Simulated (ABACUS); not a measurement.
Band-structure run of Hf

The run: band-structure run of Hf (Im-3m, 1 atom in the cell). Method and program: Kohn-Sham DFT of a periodic cell, PBE, PseudoDojo NC SR 0.5 PBE standard, no spin polarisation (ABACUS 3.10.1).

The structure derives from an entry of the Crystallography Open Database. It belongs to a series of runs on one base structure; here: bands on the converged density.

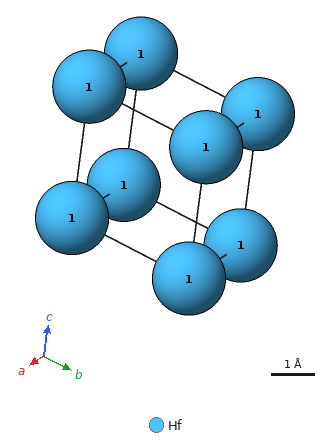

Figure 1. The structure (spheres-only view of the cell of the calculation, seen slightly off an axis; atoms are numbered from 1 in the order of the input).

### The input
```
INPUT_PARAMETERS
suffix              Hf
calculation         nscf
basis_type          lcao
pseudo_dir          ./
orbital_dir         ./
symmetry            -1
dft_functional      pbe
ecutwfc             100.0
pseudo_rcut         10
nspin               1
nbands              10
ks_solver           genelpa
smearing_method     fd
smearing_sigma      0.00367493
scf_thr             1e-07
scf_nmax            100
mixing_type         broyden
mixing_beta         0.7
init_chg            file
out_band            1
```

### File STRU
```
ATOMIC_SPECIES
Hf 178.4900 Hf.upf

NUMERICAL_ORBITAL
Hf_confined-atom_8au_2s1p1d.orb

LATTICE_CONSTANT
1.8897261246

LATTICE_VECTORS
-1.8050000000 1.8050000000 1.8050000000
1.8050000000 -1.8050000000 1.8050000000
1.8050000000 1.8050000000 -1.8050000000

ATOMIC_POSITIONS
Cartesian

Hf
0.0
1
0.0000000000 0.0000000000 0.0000000000 1 1 1
```

### File KPT
```
K_POINTS
8
Line
0.00000000 0.00000000 0.00000000 10 // G
0.50000000 -0.50000000 0.50000000 10 // H
0.00000000 0.00000000 0.50000000 10 // N
0.00000000 0.00000000 0.00000000 10 // G
0.25000000 0.25000000 0.25000000 10 // P
0.50000000 -0.50000000 0.50000000 1 // H
0.25000000 0.25000000 0.25000000 10 // P
0.00000000 0.00000000 0.50000000 1 // N
```

Machine: 4 threads of Intel Xeon (Granite Rapids), 16 GiB of memory available, shared host.

Command:
```bash
OMP_NUM_THREADS=1 mpirun -np 4 abacus > log
```

### The program's output
```
ABACUS v3.10.1

               Atomic-orbital Based Ab-initio Computation at UStc

 ------------------------------------------------------------------------------------

 READING GENERAL INFORMATION
                           global_out_dir = OUT.Hf/
                           global_in_card = INPUT
                               pseudo_dir = ./
                              orbital_dir = ./
                                    DSIZE = 4
                                    GSIZE = 1

 READING UNITCELL INFORMATION
                                    ntype = 1
                  lattice constant (Bohr) = 1.88973
              lattice constant (Angstrom) = 1

 READING ATOM TYPE 1
                               atom label = Hf
                      L=0, number of zeta = 2
                      L=1, number of zeta = 1
                      L=2, number of zeta = 1
             number of atom for this type = 1

                        TOTAL ATOM NUMBER = 1
CARTESIAN COORDINATES ( UNIT =       1.889726124600 Bohr ).
    atom                   x                   y                   z     mag                  vx                  vy                  vz
tauc_Hf1            0.0000000000        0.0000000000        0.0000000000  0.0000        0.0000000000        0.0000000000        0.0000000000

                          Volume (Bohr^3) = 158.741
                             Volume (A^3) = 23.5229

 Lattice vectors: (Cartesian coordinate: in unit of a_0)
               -1.805              +1.805              +1.805
               +1.805              -1.805              +1.805
               +1.805              +1.805              -1.805
 Reciprocal vectors: (Cartesian coordinate: in unit of 2 pi/a_0)
                   +0           +0.277008           +0.277008
            +0.277008                  +0           +0.277008
            +0.277008           +0.277008                  +0
 The esolver type has been set to : ksdft_lcao

                PAO radial cut off (Bohr) = 10

 Read in pseudopotential file is Hf.upf
                     pseudopotential type = NC
          exchange-correlation functional = PBE
                 nonlocal core correction = 1
                        valence electrons = 12
                                     lmax = 3
                           number of zeta = 4
                     number of projectors = 8
                           L of projector = 0
                           L of projector = 0
                           L of projector = 1
                           L of projector = 1
                           L of projector = 2
                           L of projector = 2
                           L of projector = 3
                           L of projector = 3
     initial pseudo atomic orbital number = 10

 SETUP THE ELECTRONS NUMBER
            electron number of element Hf = 12
      total electron number of element Hf = 12
            AUTOSET number of electrons:  = 12
                           occupied bands = 6
                                   NLOCAL = 10
                                   NBANDS = 10
                                   NBANDS = 10
                                   NLOCAL = 10

%%%%%%%%%%%%%%%%%%%%%%%%%%%%%%%%%%%%%%%%%%%%%%%%%%%%%%%%%%%%%%%%%%%%%%%%%%%%%%%%%%%%%%%%%%%%%%%%%%%%%%%%%%
 Warning: the number of valence electrons in pseudopotential > 4 for Hf: [Xe] 4f14 5d2 6s2
 Pseudopotentials with additional electrons can yield (more) accurate outcomes, but may be less efficient.
 If you're confident that your chosen pseudopotential is appropriate, you can safely ignore this warning.
%%%%%%%%%%%%%%%%%%%%%%%%%%%%%%%%%%%%%%%%%%%%%%%%%%%%%%%%%%%%%%%%%%%%%%%%%%%%%%%%%%%%%%%%%%%%%%%%%%%%%%%%%%

 SETUP THE PLANE WAVE BASIS
 energy cutoff for charge/potential (unit:Ry) = 400
            fft grid for charge/potential = [ 40, 40, 40 ]
                        fft grid division = [ 5, 5, 5 ]
        big fft grid for charge/potential = [ 8, 8, 8 ]
                                     nbxx = 128
                                     nrxx = 16000

 SETUP PLANE WAVES FOR CHARGE/POTENTIAL
                    number of plane waves = 21457
                         number of sticks = 1043

 PARALLEL PW FOR CHARGE/POTENTIAL
     PROC   COLUMNS(POT)             PW
        1            261           5365
        2            261           5365
        3            260           5363
        4            261           5364
 --------------- sum -------------------
        4           1043          21457
                            number of |g| = 213
                                  max |g| = 36.0648
                                  min |g| = 0.153467

----------- Double Check Mixing Parameters Begin ------------
mixing_type: broyden
mixing_beta: 0.7
mixing_gg0: 1
mixing_gg0_min: 0.1
mixing_ndim: 8
----------- Double Check Mixing Parameters End ------------

 SETUP K-POINTS
                                    nspin = 1
                                   nkstot = 62
K-POINTS DIRECT COORDINATES
 KPOINTS    DIRECT_X    DIRECT_Y    DIRECT_Z  WEIGHT
       1  0.00000000  0.00000000  0.00000000  1.0000
       2  0.05000000 -0.05000000  0.05000000  1.0000
       3  0.10000000 -0.10000000  0.10000000  1.0000
       4  0.15000000 -0.15000000  0.15000000  1.0000
       5  0.20000000 -0.20000000  0.20000000  1.0000
       6  0.25000000 -0.25000000  0.25000000  1.0000
       7  0.30000000 -0.30000000  0.30000000  1.0000
       8  0.35000000 -0.35000000  0.35000000  1.0000
       9  0.40000000 -0.40000000  0.40000000  1.0000
      10  0.45000000 -0.45000000  0.45000000  1.0000
      11  0.50000000 -0.50000000  0.50000000  1.0000
      12  0.45000000 -0.45000000  0.50000000  1.0000
      13  0.40000000 -0.40000000  0.50000000  1.0000
      14  0.35000000 -0.35000000  0.50000000  1.0000
      15  0.30000000 -0.30000000  0.50000000  1.0000
      16  0.25000000 -0.25000000  0.50000000  1.0000
      17  0.20000000 -0.20000000  0.50000000  1.0000
      18  0.15000000 -0.15000000  0.50000000  1.0000
      19  0.10000000 -0.10000000  0.50000000  1.0000
      20  0.05000000 -0.05000000  0.50000000  1.0000
      21  0.00000000  0.00000000  0.50000000  1.0000
      22  0.00000000  0.00000000  0.45000000  1.0000
      23  0.00000000  0.00000000  0.40000000  1.0000
      24  0.00000000  0.00000000  0.35000000  1.0000
      25  0.00000000  0.00000000  0.30000000  1.0000
      26  0.00000000  0.00000000  0.25000000  1.0000
      27  0.00000000  0.00000000  0.20000000  1.0000
      28  0.00000000  0.00000000  0.15000000  1.0000
      29  0.00000000  0.00000000  0.10000000  1.0000
      30  0.00000000  0.00000000  0.05000000  1.0000
[... 32 further k points ...]

           k-point number in this process = 62
       minimum distributed K point number = 62

[... K-POINTS CARTESIAN COORDINATES: 62 rows ...]

[... K-POINTS DIRECT COORDINATES: 62 rows ...]

 SETUP PLANE WAVES FOR WAVE FUNCTIONS
     energy cutoff for wavefunc (unit:Ry) = 100
              fft grid for wave functions = [ 40, 40, 40 ]
                    number of plane waves = 3511
                         number of sticks = 311

 PARALLEL PW FOR WAVE FUNCTIONS
     PROC   COLUMNS(POT)             PW
        1             77            877
        2             78            878
        3             78            878
        4             78            878
 --------------- sum -------------------
        4            311           3511

 SET NONLOCAL PSEUDOPOTENTIAL PROJECTORS
 max number of nonlocal projetors among all species is 8

 -------------------------------------------
 NONSELF-CONSISTENT
 -------------------------------------------

 SETUP SEARCHING RADIUS FOR PROGRAM TO SEARCH ADJACENT ATOMS
                  longest orb rcut (Bohr) = 8
   longest nonlocal projector rcut (Bohr) = 2.46
                     search radius (Bohr) = 20.9
              searching radius is (Bohr)) = 20.9
         searching radius unit is (Bohr)) = 1.89
                         PeriodicBoundary = 1
                        Radius(unit:lat0) = 11.1
                                   glayer = [ 6, 6, 6 ]
                             glayer_minus = [ 5, 5, 5 ]

Find the coordinate range of the input atom(unit:lat0).
                                  min_tau = [ -27.1, -27.1, -27.1 ]
                                  max_tau = [ 27.1, 27.1, 27.1 ]
                                BoxNumber = [ 11, 11, 11 ]

 SETUP EXTENDED REAL SPACE GRID FOR GRID INTEGRATION
                          real space grid = [ 40, 40, 40 ]
                 big cell numbers in grid = [ 8, 8, 8 ]
             meshcell numbers in big cell = [ 5, 5, 5 ]
                        extended fft grid = [ 14, 14, 14 ]
                dimension of extened grid = [ 37, 37, 37 ]
                            UnitCellTotal = 125
              Atom number in sub-FFT-grid = 1
    Local orbitals number in sub-FFT-grid = 10
                                ParaV.nnr = 3725
                                 init_chg = file
 try to read charge from file
 Read in the charge density: OUT.Hf//Hf-CHARGE-DENSITY.restart

 LCAO ALGORITHM --------------- ION=   1  ELEC=   1--------------------------------
[... levels at 62 k points of this process ...]

 Density error is 0.00000000000
----------------------------------------------------------
     Energy           Rydberg                 eV
----------------------------------------------------------
 E_KohnSham     -112.8199155399      -1534.9936992215
 E_KS(sigma->0) -112.8196520848      -1534.9901147303
 E_Harris       -112.8199155399      -1534.9936992215
 E_band         -10.5061854735       -142.9439866842
 E_one_elec     -22.6700020992       -308.4412022215
 E_Hartree      15.2356824494        207.2920942299
 E_xc           -28.5664776891       -388.6668683610
 E_Ewald        -76.8185912907       -1045.1705538865
 E_entropy(-TS) -0.0005269103        -0.0071689824
 E_descf        0.0000000000         0.0000000000
 E_exx          0.0000000000         0.0000000000
 E_Fermi        1.0423693676         14.1821628197
----------------------------------------------------------

 charge density convergence is achieved
 final etot is -1534.9936992 eV
 EFERMI = 14.182162820 eV

 STATE ENERGY(eV) AND OCCUPATIONS    NSPIN == 1
 1/62 kpoint (Cartesian) = 0.0000 0.0000 0.0000 (662 pws)
       1       -47.2791      0.0322581
       2       -15.6823      0.0322581
       3       -15.6823      0.0322581
       4       -15.6823      0.0322581
       5        6.65513      0.0322581
       6        15.3622    1.81538e-12
       7        15.3622    1.81538e-12
       8        15.3622    1.81538e-12
       9        18.1177    2.11455e-36
      10        18.1177    2.11455e-36

 2/62 kpoint (Cartesian) = 0.0000 0.027701 0.0000 (673 pws)
       1       -47.2763      0.0322581
       2       -15.7084      0.0322581
       3       -15.6942      0.0322581
       4       -15.6942      0.0322581
       5        6.83031      0.0322581
       6        15.3281    3.59014e-12
       7        15.3281    3.59014e-12
       8        15.4572    2.71264e-13
       9        17.8378    5.70507e-34
      10        18.2268    2.38371e-37

 3/62 kpoint (Cartesian) = 0.0000 0.055402 0.0000 (672 pws)
       1       -47.2684      0.0322581
       2       -15.7800      0.0322581
       3       -15.7292      0.0322581
       4       -15.7292      0.0322581
       5        7.34035      0.0322581
       6        15.2617    1.35352e-11
       7        15.2617    1.35352e-11
       8        15.7400    9.48926e-16
       9        17.0795    2.20122e-27
      10        18.5161    7.32294e-40

 4/62 kpoint (Cartesian) = 0.0000 0.083102 0.0000 (670 pws)
       1       -47.2563      0.0322581
       2       -15.8791      0.0322581
       3       -15.7840      0.0322581
       4       -15.7840      0.0322581
       5        8.14110      0.0322581
       6        15.2487    1.75822e-11
       7        15.2487    1.75822e-11
       8        16.0352    2.59010e-18
       9        16.2021    9.20426e-20
      10        18.8523    8.79800e-43

 5/62 kpoint (Cartesian) = 0.0000 0.11080 0.0000 (671 pws)
       1       -47.2415      0.0322581
       2       -15.9835      0.0322581
       3       -15.8539      0.0322581
       4       -15.8539      0.0322581
       5        9.16185      0.0322581
       6        14.9075    1.61451e-08
       7        15.3841    1.17149e-12
       8        15.3841    1.17149e-12
       9        16.8248    3.59224e-25
      10        18.9936    5.21054e-44

 6/62 kpoint (Cartesian) = 0.0000 0.13850 0.0000 (675 pws)
       1       -47.2258      0.0322581
       2       -16.0739      0.0322581
       3       -15.9320      0.0322581
       4       -15.9320      0.0322581
       5        10.2890      0.0322581
       6        13.8444      0.0322205
       7        15.7516    7.52669e-16
       8        15.7516    7.52669e-16
       9        17.5730    1.13746e-31
      10        18.7432    7.79054e-42

[... levels at 56 further k points ...]

 --------------------------------------------
 !FINAL_ETOT_IS -1534.993699221502 eV
 --------------------------------------------

 Output bands in file: OUT.Hf/BANDS_1.dat
```

### Standard output
```
ABACUS v3.10.1

               Atomic-orbital Based Ab-initio Computation at UStc

%%%%%%%%%%%%%%%%%%%%%%%%%%%%%%%%%%%%%%%%%%%%%%%%%%%%%%%%%%%%%%%%%%%%%%%%%%%%%%%%%%%%%%%%%%%%%%%%%%%%%%%%%
 Warning: the number of valence electrons in pseudopotential > 4 for Hf: [Xe] 4f14 5d2 6s2
 Pseudopotentials with additional electrons can yield (more) accurate outcomes, but may be less efficient.
 If you're confident that your chosen pseudopotential is appropriate, you can safely ignore this warning.
%%%%%%%%%%%%%%%%%%%%%%%%%%%%%%%%%%%%%%%%%%%%%%%%%%%%%%%%%%%%%%%%%%%%%%%%%%%%%%%%%%%%%%%%%%%%%%%%%%%%%%%%%

 UNIFORM GRID DIM        : 40 * 40 * 40
 UNIFORM GRID DIM(BIG)   : 8 * 8 * 8
 ---------------------------------------------------------
 ---------------------------------------------------------
 SPIN    KPOINTS         PROCESSORS  THREADS     NBASE
 1       62              4           4           10
 ---------------------------------------------------------
 Use Systematically Improvable Atomic bases
 ---------------------------------------------------------
 ELEMENT ORBITALS        NBASE       NATOM       XC
 Hf      2s1p1d-8au      10          1
 ---------------------------------------------------------
 Initial plane wave basis and FFT box
 ---------------------------------------------------------
 -------------------------------------------
 NONSELF-CONSISTENT :
 -------------------------------------------
 START CHARGE      : file
 ITER       ETOT/eV          EDIFF/eV         DRHO     TIME/s
 GE1     -1.53499370e+03   0.00000000e+00   0.0000e+00   0.15
```

### Summary

```tsv
quantity	value
outcome	converged
space group (tolerance 0.01 Å)	Im-3m (229)
electrons treated	12
Fermi energy of the self-consistent step	14.114 eV
wall time	0.59 s (CPU time 1.8 s)
peak memory	0.4 GiB
```

Settings chosen away from the usual ones: bands on the converged density. The settings depart from the standard set-up of this series, which can bear on the numbers. Points of doubt noted for this run: home made orbitals. Spin–orbit coupling is left out, which matters for Hf.
